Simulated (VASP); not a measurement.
## Two runs on Ge

System: Ge (2 atoms in the cell).
Method of run 1: DFT, r2SCAN, plane waves, PAW (VASP 6.6.1).

The structure was built on a prototype by a generator. The geometry comes from this level: r2SCAN (a point of a series of strains). 

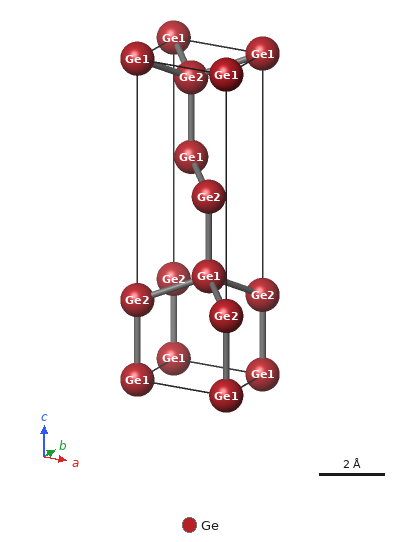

Fig. 1: The input geometry (ball-and-stick view of the cell 3 times as large as that of the calculation, set on its symmetry axes, seen slightly off an axis; atoms are numbered from 1 in the order of the input). Near neighbours in the crystal (not all of them lie inside the picture): Ge has 4 Ge at 2.47 to 2.51 Å.

INCAR, run 1:
```
ENCUT = 520.000000
SIGMA = 0.020000
EDIFF = 1.00e-07
ALGO = Normal
METAGGA = R2SCAN
PREC = Accurate
IBRION = -1
ISIF = 2
ISMEAR = -1
NBANDS = 21
NELM = 120
NSW = 0
LASPH = .TRUE.
LCHARG = .FALSE.
LWAVE = .FALSE.
LREAL = .FALSE.
```

KPOINTS, run 1:
```
KPOINTS created by Atomic Simulation Environment
0
Gamma
8 8 8
0 0 0
```

KPOINTS_OPT, run 1:
```
special points
6
Reciprocal
0.0000000000 0.0000000000 0.0000000000 1
0.5000000000 0.0000000000 0.5000000000 1
0.6250000000 0.2500000000 0.6250000000 1
0.3750000000 0.3750000000 0.7500000000 1
0.5000000000 0.5000000000 0.5000000000 1
0.5000000000 0.2500000000 0.7500000000 1
```

POSCAR, run 1:
```
Ge
 1.0000000000000000
     0.0593852188000000    2.8962587308000001    2.8962587308000001
     2.8962587308000001    0.0593852188000000    2.8962587308000001
     2.8962587308000001    2.8962587308000001    0.0593852188000000
 Ge
   2
Cartesian
  0.0063870492336079  0.0063870492336079  0.0063870492336079
  1.4565886208663927  1.4565886208663927  1.4565886208663927
```

Command:
```bash
mpirun -np 1 vasp_std
```

Hardware: 1 CPU thread, shared host.

OSZICAR and lines of OUTCAR (run 1):
```
N       E                     dE             d eps       ncg     rms          rms(c)
DAV:   1     0.171019030984E+03    0.17102E+03   -0.14819E+04  3001   0.368E+03
DAV:   2    -0.195501088588E+01   -0.17297E+03   -0.16766E+03  2740   0.630E+02
DAV:   3    -0.294722537410E+02   -0.27517E+02   -0.27356E+02  3120   0.146E+02
DAV:   4    -0.304025075664E+02   -0.93025E+00   -0.92983E+00  3065   0.315E+01
DAV:   5    -0.304187390245E+02   -0.16231E-01   -0.16231E-01  3095   0.456E+00    0.320E+00
DAV:   6    -0.277314830076E+02    0.26873E+01   -0.32002E-01  2873   0.949E+00    0.186E+00
DAV:   7    -0.277162935726E+02    0.15189E-01   -0.97177E-02  3539   0.404E+00    0.261E-01
[...]
DAV:   1     0.124059915067E+04   -0.66116E+04      278
DAV:   2     0.225256677451E+03   -0.10153E+04      252
DAV:   3     0.784162199554E+02   -0.14684E+03      277
DAV:   4     0.736917107707E+02   -0.47245E+01      302
DAV:   5     0.736078931505E+02   -0.83818E-01      282
DAV:   6     0.736053314163E+02   -0.25617E-02      307
DAV:   7     0.736052117407E+02   -0.11968E-03      298
DAV:   8     0.736052070372E+02   -0.47035E-05      302
DAV:   9     0.736052067670E+02   -0.27024E-06      294
DAV:  10     0.736052067549E+02   -0.12058E-07      206
[... from OUTCAR:]
   NELECT =      28.0000    total number of electrons
 E-fermi :   4.5040
  free  energy   TOTEN  =       -27.7156055137 eV
  energy  without entropy=      -27.7154905734  energy(sigma->0) =      -27.71554804
```

For run 2 the input was changed thus:
```diff
-ALGO = Normal
-METAGGA = R2SCAN
+GGA = PE
```

Predict how the results change.

The total energies belong to different methods, so their difference says nothing on which is more stable or more accurate. The pressure goes from −1.93 to 0.94 GPa. The largest force goes from 0.000 to 0.044 eV/Å. The functional changes from R2SCAN to PBE. The SCF takes 13 iterations against 15.

OSZICAR and lines of OUTCAR (run 2):
```
N       E                     dE             d eps       ncg     rms          rms(c)
DAV:   1     0.187605766549E+03    0.18761E+03   -0.14481E+04  3001   0.359E+03
DAV:   2     0.186534792019E+02   -0.16895E+03   -0.16377E+03  2740   0.614E+02
DAV:   3    -0.817500421121E+01   -0.26828E+02   -0.26671E+02  3130   0.143E+02
DAV:   4    -0.907575120701E+01   -0.90075E+00   -0.90035E+00  3065   0.306E+01
DAV:   5    -0.909101184876E+01   -0.15261E-01   -0.15260E-01  3100   0.437E+00    0.303E+00
DAV:   6    -0.903929884567E+01    0.51713E-01   -0.20406E-02  3195   0.148E+00    0.180E+00
DAV:   7    -0.901219592350E+01    0.27103E-01   -0.46493E-02  3241   0.197E+00    0.147E-01
[...]
DAV:   1     0.131416830263E+04   -0.65380E+04      286
DAV:   2     0.342262186235E+03   -0.97191E+03      252
DAV:   3     0.200918393082E+03   -0.14134E+03      277
DAV:   4     0.196409085864E+03   -0.45093E+01      302
DAV:   5     0.196332086244E+03   -0.77000E-01      277
DAV:   6     0.196329881793E+03   -0.22045E-02      312
DAV:   7     0.196329784194E+03   -0.97599E-04      298
DAV:   8     0.196329780360E+03   -0.38338E-05      312
DAV:   9     0.196329780149E+03   -0.21131E-06      268
DAV:  10     0.196329780137E+03   -0.11777E-07      201
[... from OUTCAR:]
   NELECT =      28.0000    total number of electrons
 E-fermi :   4.5680
  free  energy   TOTEN  =        -9.0140211909 eV
  energy  without entropy=       -9.0138634927  energy(sigma->0) =       -9.01394234
```

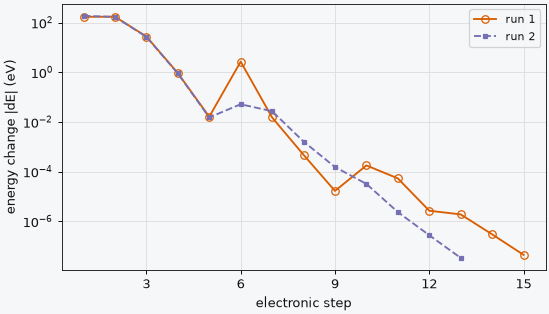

Fig. 2: Convergence of the two runs: energy change |dE| against the electronic step. Run 1 takes 15 steps in all, and run 2 takes 13.

The two runs side by side:

```csv
quantity,run 1,run 2
outcome,converged,converged
free energy per atom (eV),−13.8578,−4.5070
gap on the mesh (eV),0.00,0.00
pressure (GPa),−1.93,0.94
largest force (eV/Å),0.000,0.044
SCF iterations,15,13
irreducible k-points,65,65
```
